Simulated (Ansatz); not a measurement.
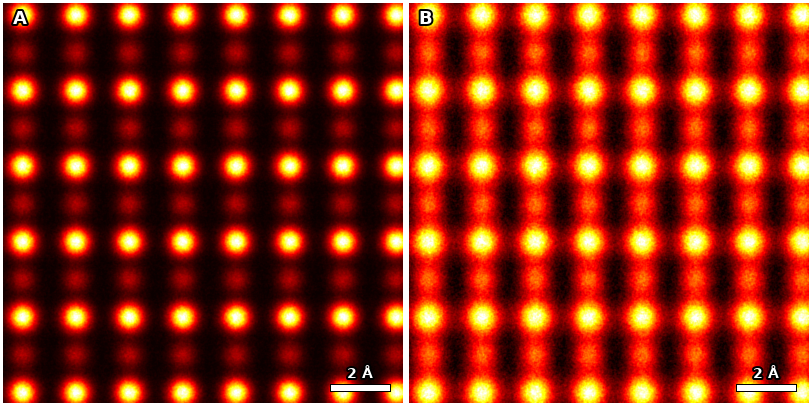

Two simulated images of the same area of SiC (Pm-3m, No. 221) along [110], with a probe of 0.73 Å. One is incoherent Z contrast (Z^1.7 per atom), the other the projected potential of neutral atoms blurred by the probe (iDPC-like, thin sample). Brightness is counted from the darkest point of the image. Shot noise was added. Atomic positions: the end point of a relaxation with DFT, PBE, plane waves, PAW in Ansatz; the starting structure was generated, so it need not be a known form of this composition.

Which panel is which, and how can one tell?

A is the Z-contrast image and B the potential image. The columns of 1 C per repeat reach about 23 % of the brightest peak (1 Si) in A but about 53 % in B, mainly since the potential grows much more slowly with atomic number.
